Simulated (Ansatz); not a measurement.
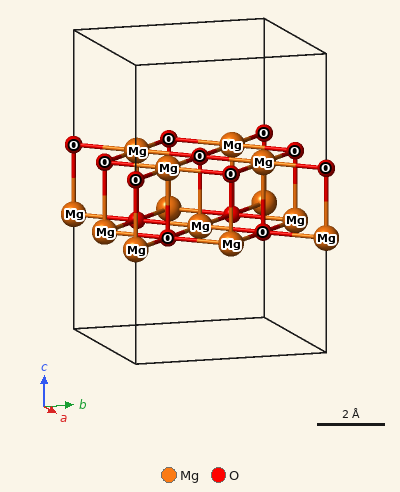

*The starting structure (ball-and-stick view of the 2 × 2 repeat of the cell, with the vacuum cut short, seen slightly off an axis).*

Geometry relaxation of MgO (part 1 of 2)

- system: MgO (slab, 4 atoms in the cell)
- method: DFT, PBE, PAW with Ansatz's default frozen-core files, scalar-relativistic, no spin polarisation (Ansatz 0.2.0)

It belongs to a series of runs on one base structure; here: atoms relaxed, PAW files.

**The program's output**
```
Warning: output.stress: scf.convergence.dr2_threshold = 1e-7 eV (the SCF's general default) is looser than the 4e-10 eV advised for a printed stress (1e-10 eV for each atom of the cell: 4). What an SCF threshold leaves in a stress goes as its square root, and in the free energy as the threshold itself, and one threshold admits the most on a small cell: of the crystals measured, under no hybrid functional and no lock of the moments, on runs that ended without the residual-converged pass, on stresses that held no estimate of that error, the worst erred by over 100 MPa in a component at 1e-7 eV an atom and by under 5 at 1e-10. Every solve of this run answers to scf.convergence.dr2_threshold, and the tensor of one is reported: a single SCF on the reported geometry and on this run's grids (its basis.xc_grid and basis.ecutrho_ratio typed), with scf.convergence.dr2_threshold at 4e-10 eV or tighter, prints it and tightens no other solve. Else set scf.convergence.dr2_threshold to 4e-10 eV or tighter. The threshold is an SCF's pass mark: one that does not reach it within its budget of iterations ends unconverged, or closes short of it on a stop that the run arms, and scf.convergence.dr2_threshold's page says what that costs each kind of run
Engine: ansatz 0.2.0, x86_64-unknown-linux-gnu
Pseudopotentials: kind: paw
Pseudopotential: Mg, paw, valence charge 10, recommended cutoff 420 eV (normal), Mg.paw.azcp
Pseudopotential: O, paw, valence charge 6, recommended cutoff 420 eV (normal), O.paw.azcp
Functional definition: PBE
  parameter kappa = 0.804
  parameter beta = 0.06672455060314922
  exchange = pbe_x(kappa = kappa, mu = beta*pi^2/3)
  correlation = pbe_c(beta = beta)
Crystal: 4 atoms, lattice volume = 164.008 Å³
Basis set: ecut = 420 eV, 3173 PW (Γ), exchange–correlation on 48×48×250 points (8 copies of the dense FFT grid, shifted against one another)
Bands: 20, of which v1, the nominal top of the filled ones, is band 16 counted from 1 (15 counted from 0)
Symmetry: 8 space group operations
k-points: 21 of 100
Non-local potential: Mg, projectors of the file, l = 0: 3, l = 1: 2, l = 2: 1
Non-local potential: O, projectors of the file, l = 0: 2, l = 1: 2, l = 2: 1
PAW form: soft (Blöchl's): semilocal exchange-correlation on the pseudo side does not see the compensation charge
PAW one-centre angular grid: Mg, 110 points (default); XC on 64 Gauss nodes
PAW one-centre angular grid: O, 110 points (default); XC on 64 Gauss nodes
Initial density: superposition of atomic densities (neutral atoms: chi_scale 0, normalization atom), corrected by the library's trained network
Initial wavefunctions: pseudopotential atomic-orbital guess
Functional: x = pbe(κ = 0.804, μ = 0.2195149727645171), c = pbe(β = 0.06672455060314922)
SCF iter   1: F=—  HF=-4987.256279 eV  |F-HF|=—  |Δ(HF+E_count)|=         —  Δρ=1.06e-3  dr2=1.41e-3  ethr=1.77e-3  p=0.000 e·Å  D=5.61e-14 V/Å  ΔV_dip=-0.00 eV  dr2_dipole=1.02e-9  V_vac-E_F(+/−)=3.56/3.56 eV  ⟨swp⟩=8.5  Hψ=2445  notcnv=0
efield: sawtooth ramp at fractional position 0.9500 (placed from the atoms, in the widest stretch of the axis that holds none; the zero of the levels goes with the place), width 0.1000; the density the first Hamiltonian is built on has a dipole p = 0.000 e·Å; the dipole correction subtracts the counter field D = 5.61e-14 V/Å, which shifts the + side's vacuum level by -0.00 eV against the − side's; the planar-averaged density in the ramp window peaks in size at 5.3e-5 e/Å³
preconditioner: auto → none  [insulator: Δε(μ)=3.102 eV  Ē_g=11.707 eV  σ=0.020 eV  W_gap=1.00  n_scr=10 (ndim 8)  ℏωp=11.6 eV  f_vac=0.693  D(μ)=0.00/eV (n_scr^D=0)  ε∞_Penn≈2.0]
SCF iter   2: F=—  HF=-4987.257807 eV  |F-HF|=—  |Δ(HF+E_count)|=   1.53e-3  Δρ=5.95e-4  dr2=3.95e-4  ethr=4.41e-6  p=-0.000 e·Å  D=-2.37e-5 V/Å  ΔV_dip=0.00 eV  dr2_dipole=2.19e-9  V_vac-E_F(+/−)=3.45/3.45 eV  ⟨swp⟩=3.7  Hψ=1108  notcnv=0
SCF iter   3: F=—  HF=-4987.258081 eV  |F-HF|=—  |Δ(HF+E_count)|=   2.74e-4  Δρ=2.92e-4  dr2=9.42e-5  ethr=1.24e-6  p=0.000 e·Å  D=5.86e-6 V/Å  ΔV_dip=-0.00 eV  dr2_dipole=3.18e-10  V_vac-E_F(+/−)=3.45/3.45 eV  ⟨swp⟩=3.0  Hψ=702  notcnv=0
SCF iter   4: F=—  HF=-4987.258211 eV  |F-HF|=—  |Δ(HF+E_count)|=   1.30e-4  Δρ=9.89e-5  dr2=1.16e-5  ethr=2.94e-7  p=-0.000 e·Å  D=-1.01e-6 V/Å  ΔV_dip=0.00 eV  dr2_dipole=1.08e-11  V_vac-E_F(+/−)=3.42/3.42 eV  ⟨swp⟩=2.4  Hψ=638  notcnv=0
iter 5 did not close the SCF: its close was put off for the readings that it lacked (scf_convergence_deferred on its scf_iter line)
SCF iter   5: F=-4987.258258 eV  HF=-4987.258253 eV  |F-HF|=5.15e-6  |Δ(HF+E_count)|=   4.16e-5  Δρ=2.27e-5  dr2=5.65e-7  ethr=3.62e-8  p=0.000 e·Å  D=2.90e-6 V/Å  ΔV_dip=-0.00 eV  dr2_dipole=3.77e-11  V_vac-E_F(+/−)=3.41/3.41 eV  ⟨swp⟩=2.6  Hψ=643  notcnv=0
iter 6 did not close the SCF: its close was put off until two iterations running show no level that it waits for move by more than its bar (scf_convergence_deferred on its scf_iter line)
SCF iter   6: F=-4987.258258 eV  HF=-4987.258258 eV  |F-HF|=2.10e-7  |Δ(HF+E_count)|=   5.13e-6  Δρ=4.92e-6  dr2=3.23e-8  ethr=1.77e-9  p=-0.000 e·Å  D=-3.49e-6 V/Å  ΔV_dip=0.00 eV  dr2_dipole=8.30e-11  V_vac-E_F(+/−)=3.41/3.41 eV  ⟨swp⟩=6.2  Hψ=2049  notcnv=0
iter 7 did not close the SCF: its close was put off until two iterations running show no level that it waits for move by more than its bar (scf_convergence_deferred on its scf_iter line)
SCF iter   7: F=-4987.258258 eV  HF=-4987.258258 eV  |F-HF|=2.32e-8  |Δ(HF+E_count)|=   2.30e-7  Δρ=4.14e-6  dr2=2.61e-8  ethr=1.01e-10  p=0.000 e·Å  D=7.53e-6 V/Å  ΔV_dip=-0.00 eV  dr2_dipole=3.82e-10  V_vac-E_F(+/−)=3.41/3.41 eV  ⟨swp⟩=4.6  Hψ=1535  notcnv=0
iter 8 did not close the SCF: its close was put off until two iterations running show no level that it waits for move by more than its bar (scf_convergence_deferred on its scf_iter line)
SCF iter   8: F=-4987.258258 eV  HF=-4987.258258 eV  |F-HF|=1.33e-9  |Δ(HF+E_count)|=   6.88e-9  Δρ=4.88e-7  dr2=1.72e-10  ethr=8.16e-11  p=-0.000 e·Å  D=-2.57e-7 V/Å  ΔV_dip=0.00 eV  dr2_dipole=3.49e-13  V_vac-E_F(+/−)=3.41/3.41 eV  ⟨swp⟩=2.3  Hψ=1267  notcnv=0
SCF iter   9: F=-4987.258258 eV  HF=-4987.258258 eV  |F-HF|=9.19e-11  |Δ(HF+E_count)|=   1.29e-9  Δρ=9.72e-8  dr2=1.92e-11  ethr=1.00e-12  p=0.000 e·Å  D=6.82e-7 V/Å  ΔV_dip=-0.00 eV  dr2_dipole=1.99e-12  V_vac-E_F(+/−)=3.41/3.41 eV  ⟨swp⟩=1.7  Hψ=1304  notcnv=0
SCF 1 converged in 9 iterations: F = -4987.258258 eV  dr2 = 1.92e-11
  greatest PAW one-centre occupation: 1.000 electrons in one spin orbital (limit 2), on the Mg atom at site 0 (counted from 0), in its partial waves of l = 0
relax step   1: F+E_penalty+E_count = -4987.25825804 eV  Δ(F+E_penalty+E_count) = +0.000e0 eV  max|allowed force component| = 4.405e-1 eV/Å  Δτ_max = 0.0000 Å  (9 SCF iters, dr2 threshold 2.50e-6 eV, accepted)
Initial density: handed on by an earlier stage of this run
Initial wavefunctions: those handed on with the density
iter 1 solved again at ethr=1.05e-4 eV; its pass at ethr=3.10e-3 eV (dr2=3.37e-2 eV) is discarded
SCF iter   1: F=—  HF=-4987.294327 eV  |F-HF|=—  |Δ(HF+E_count)|=         —  Δρ=2.37e-3  dr2=3.51e-2  ethr=1.05e-4  p=0.000 e·Å  D=6.82e-7 V/Å  ΔV_dip=-0.00 eV  dr2_dipole=3.53e-12  V_vac-E_F(+/−)=3.39/3.39 eV  ⟨swp⟩=1.9  Hψ=1847  notcnv=0
efield: sawtooth ramp at fractional position 0.9500 (handed on by an earlier solve), width 0.1000; the density the first Hamiltonian is built on has a dipole p = 0.000 e·Å; the dipole correction subtracts the counter field D = 6.82e-7 V/Å, which shifts the + side's vacuum level by -0.00 eV against the − side's; the planar-averaged density in the ramp window peaks in size at 3.8e-6 e/Å³
preconditioner: auto → none  [insulator: Δε(μ)=3.223 eV  Ē_g=11.911 eV  σ=0.020 eV  W_gap=1.00  n_scr=10 (ndim 8)  ℏωp=11.6 eV  f_vac=0.698  D(μ)=0.00/eV (n_scr^D=0)  ε∞_Penn≈1.9]
SCF iter   2: F=—  HF=-4987.282544 eV  |F-HF|=—  |Δ(HF+E_count)|=   1.18e-2  Δρ=9.76e-4  dr2=1.93e-3  ethr=1.05e-4  p=-0.000 e·Å  D=-7.14e-7 V/Å  ΔV_dip=0.00 eV  dr2_dipole=4.78e-13  V_vac-E_F(+/−)=3.69/3.69 eV  ⟨swp⟩=3.3  Hψ=731  notcnv=0
SCF iter   3: F=—  HF=-4987.282151 eV  |F-HF|=—  |Δ(HF+E_count)|=   3.93e-4  Δρ=4.58e-4  dr2=2.02e-4  ethr=6.03e-6  p=-0.000 e·Å  D=-2.91e-7 V/Å  ΔV_dip=0.00 eV  dr2_dipole=9.72e-14  V_vac-E_F(+/−)=3.64/3.64 eV  ⟨swp⟩=2.1  Hψ=675  notcnv=0
SCF iter   4: F=—  HF=-4987.282152 eV  |F-HF|=—  |Δ(HF+E_count)|=   7.39e-7  Δρ=2.05e-4  dr2=3.48e-5  ethr=6.31e-7  p=-0.000 e·Å  D=-4.67e-7 V/Å  ΔV_dip=0.00 eV  dr2_dipole=1.83e-13  V_vac-E_F(+/−)=3.65/3.65 eV  ⟨swp⟩=2.0  Hψ=586  notcnv=0
SCF iter   5: F=-4987.282172 eV  HF=-4987.282169 eV  |F-HF|=3.16e-6  |Δ(HF+E_count)|=   1.70e-5  Δρ=6.44e-5  dr2=3.01e-6  ethr=3.79e-8  p=-0.000 e·Å  D=-2.11e-8 V/Å  ΔV_dip=0.00 eV  dr2_dipole=5.82e-13  V_vac-E_F(+/−)=3.66/3.66 eV  ⟨swp⟩=9.7  Hψ=2157  notcnv=0
SCF 2 converged in 5 iterations: F = -4987.282172 eV  dr2 = 3.01e-6
  greatest PAW one-centre occupation: 1.000 electrons in one spin orbital (limit 2), on the Mg atom at site 2 (counted from 0), in its partial waves of l = 0
relax step   2: F+E_penalty+E_count = -4987.28217199 eV  Δ(F+E_penalty+E_count) = -2.391e-2 eV  max|allowed force component| = 1.449e-1 eV/Å  Δτ_max = 0.0399 Å  (5 SCF iters, dr2 threshold 1.21e-5 eV, accepted)
SCF iter   1: F=—  HF=-4987.285246 eV  |F-HF|=—  |Δ(HF+E_count)|=         —  Δρ=5.62e-4  dr2=2.02e-3  ethr=5.81e-5  p=-0.000 e·Å  D=-2.11e-8 V/Å  ΔV_dip=0.00 eV  dr2_dipole=1.41e-13  V_vac-E_F(+/−)=3.66/3.66 eV  ⟨swp⟩=3.6  Hψ=1079  notcnv=0
efield: sawtooth ramp at fractional position 0.9500 (handed on by an earlier solve), width 0.1000; the density the first Hamiltonian is built on has a dipole p = -0.000 e·Å; the dipole correction subtracts the counter field D = -2.11e-8 V/Å, which shifts the + side's vacuum level by +0.00 eV against the − side's; the planar-averaged density in the ramp window peaks in size at 4.0e-6 e/Å³
preconditioner: auto → none  [insulator: Δε(μ)=3.338 eV  Ē_g=12.097 eV  σ=0.020 eV  W_gap=1.00  n_scr=10 (ndim 8)  ℏωp=11.6 eV  f_vac=0.694  D(μ)=0.00/eV (n_scr^D=0)  ε∞_Penn≈1.9]
SCF iter   2: F=—  HF=-4987.284548 eV  |F-HF|=—  |Δ(HF+E_count)|=   6.98e-4  Δρ=2.99e-4  dr2=1.76e-4  ethr=6.32e-6  p=-0.000 e·Å  D=-3.00e-7 V/Å  ΔV_dip=0.00 eV  dr2_dipole=5.52e-15  V_vac-E_F(+/−)=3.59/3.59 eV  ⟨swp⟩=2.3  Hψ=771  notcnv=0
SCF iter   3: F=—  HF=-4987.284561 eV  |F-HF|=—  |Δ(HF+E_count)|=   1.27e-5  Δρ=1.21e-4  dr2=1.69e-5  ethr=5.50e-7  p=-0.000 e·Å  D=-2.55e-7 V/Å  ΔV_dip=0.00 eV  dr2_dipole=3.87e-14  V_vac-E_F(+/−)=3.61/3.61 eV  ⟨swp⟩=2.0  Hψ=588  notcnv=0
SCF iter   4: F=—  HF=-4987.284558 eV  |F-HF|=—  |Δ(HF+E_count)|=   3.46e-6  Δρ=4.14e-5  dr2=1.32e-6  ethr=4.10e-9  p=-0.000 e·Å  D=-3.49e-7 V/Å  ΔV_dip=0.00 eV  dr2_dipole=4.75e-14  V_vac-E_F(+/−)=3.60/3.60 eV  ⟨swp⟩=6.0  Hψ=2220  notcnv=0
SCF iter   5: F=-4987.284558 eV  HF=-4987.284558 eV  |F-HF|=5.07e-8  |Δ(HF+E_count)|=   3.98e-7  Δρ=6.53e-6  dr2=2.92e-8  ethr=4.10e-9  p=0.000 e·Å  D=2.27e-8 V/Å  ΔV_dip=-0.00 eV  dr2_dipole=2.03e-13  V_vac-E_F(+/−)=3.60/3.60 eV  ⟨swp⟩=7.4  Hψ=1794  notcnv=0
SCF 3 converged in 5 iterations: F = -4987.284558 eV  dr2 = 2.92e-8
relax step   3: F+E_penalty+E_count = -4987.28455809 eV  Δ(F+E_penalty+E_count) = -2.386e-3 eV  max|allowed force component| = 8.641e-3 eV/Å  Δτ_max = 0.0096 Å  (5 SCF iters, dr2 threshold 1.31e-6 eV, accepted)
iter 1 solved again at ethr=1.93e-10 eV; its pass at ethr=3.10e-3 eV (dr2=6.18e-8 eV) is discarded
SCF iter   1: F=—  HF=-4987.284488 eV  |F-HF|=—  |Δ(HF+E_count)|=         —  Δρ=9.69e-6  dr2=6.36e-8  ethr=1.93e-10  p=0.000 e·Å  D=2.27e-8 V/Å  ΔV_dip=-0.00 eV  dr2_dipole=2.01e-13  V_vac-E_F(+/−)=3.60/3.60 eV  ⟨swp⟩=2.6  Hψ=1575  notcnv=0
efield: sawtooth ramp at fractional position 0.9500 (handed on by an earlier solve), width 0.1000; the density the first Hamiltonian is built on has a dipole p = 0.000 e·Å; the dipole correction subtracts the counter field D = 2.27e-8 V/Å, which shifts the + side's vacuum level by -0.00 eV against the − side's; the planar-averaged density in the ramp window peaks in size at 4.2e-6 e/Å³
preconditioner: auto → none  [insulator: Δε(μ)=3.300 eV  Ē_g=12.049 eV  σ=0.020 eV  W_gap=1.00  n_scr=10 (ndim 8)  ℏωp=11.6 eV  f_vac=0.695  D(μ)=0.00/eV (n_scr^D=0)  ε∞_Penn≈1.9]
SCF iter   2: F=-4987.284558 eV  HF=-4987.284558 eV  |F-HF|=3.19e-9  |Δ(HF+E_count)|=   7.05e-5  Δρ=4.63e-6  dr2=2.35e-8  ethr=1.93e-10  p=-0.000 e·Å  D=-3.10e-7 V/Å  ΔV_dip=0.00 eV  dr2_dipole=1.21e-14  V_vac-E_F(+/−)=3.60/3.60 eV  ⟨swp⟩=8.0  Hψ=2093  notcnv=0
SCF 4 converged in 2 iterations: F = -4987.284558 eV  dr2 = 2.35e-8
relax step   4: F+E_penalty+E_count = -4987.28455808 eV  Δ(F+E_penalty+E_count) = +6.310e-9 eV  max|allowed force component| = 8.586e-3 eV/Å  Δτ_max = 0.0000 Å  (2 SCF iters, accepted)
```
